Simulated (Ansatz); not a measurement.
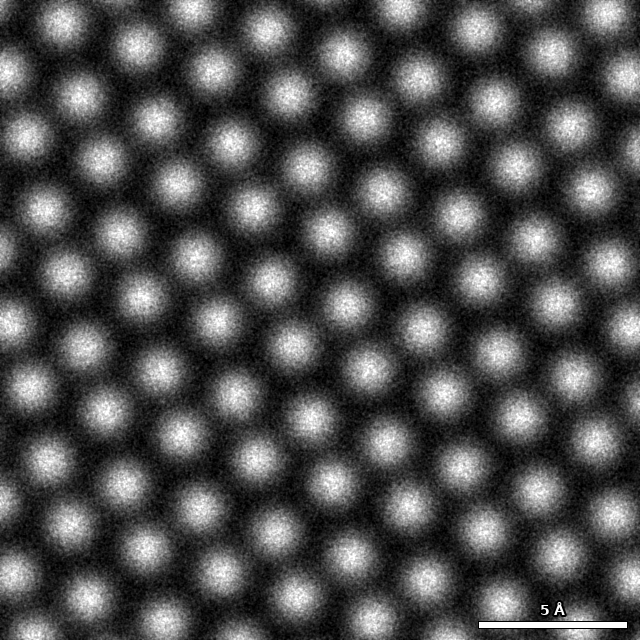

An image along [100] of one of the structures below (computed or model cells, partly hypothetical, each in its standard cell). Simulation: incoherent imaging, intensity Z^1.8 per atom, probe width 1.30 Å, thin sample. The probe carries 25 % of its weight in a tail 2.5 times as wide. Shot noise was added.

A. Rh
Space group Cmcm (No. 63). a = 2.687 Å, b = 8.142 Å, c = 2.712 Å, α = 90.00°, β = 90.00°, γ = 90.00°
| atom | site | symmetry | x | y | z |
| --- | --- | --- | --- | --- | --- |
| Rh | 4c | m2m | 0.0000 | 0.6352 | 0.2500 |

B. Al
Space group Pm-3m (No. 221). a = 2.722 Å, b = 2.722 Å, c = 2.722 Å, α = 90.00°, β = 90.00°, γ = 90.00°
| atom | site | symmetry | x | y | z |
| --- | --- | --- | --- | --- | --- |
| Al | 1a | m-3m | 0.0000 | 0.0000 | 0.0000 |

C. Mo
Space group Pm-3n (No. 223). a = 4.993 Å, b = 4.993 Å, c = 4.993 Å, α = 90.00°, β = 90.00°, γ = 90.00°
| atom | site | symmetry | x | y | z |
| --- | --- | --- | --- | --- | --- |
| Mo | 2a | m-3. | 0.0000 | 0.0000 | 0.0000 |
| Mo | 6c | -4m.2 | 0.2500 | 0.0000 | 0.5000 |

D. Rh
Space group Fd-3m:1 (No. 227). a = 5.514 Å, b = 5.514 Å, c = 5.514 Å, α = 90.00°, β = 90.00°, γ = 90.00°
| atom | site | symmetry | x | y | z |
| --- | --- | --- | --- | --- | --- |
| Rh | 8b | -43m | 0.2500 | 0.2500 | 0.7500 |

**Which of them gives this image?**

A, Rh. Along [100] the projected cells are A 2.71 × 4.07 Å, 90°; B 2.72 × 2.72 Å, 90°; C 4.99 × 4.99 Å, 90°; D 1.95 × 1.95 Å, 90°. The image repeats as A does.

Structure A: the input geometry of an electronic-structure calculation (not necessarily at equilibrium); the starting structure was generated, so it need not be a known form of this composition.
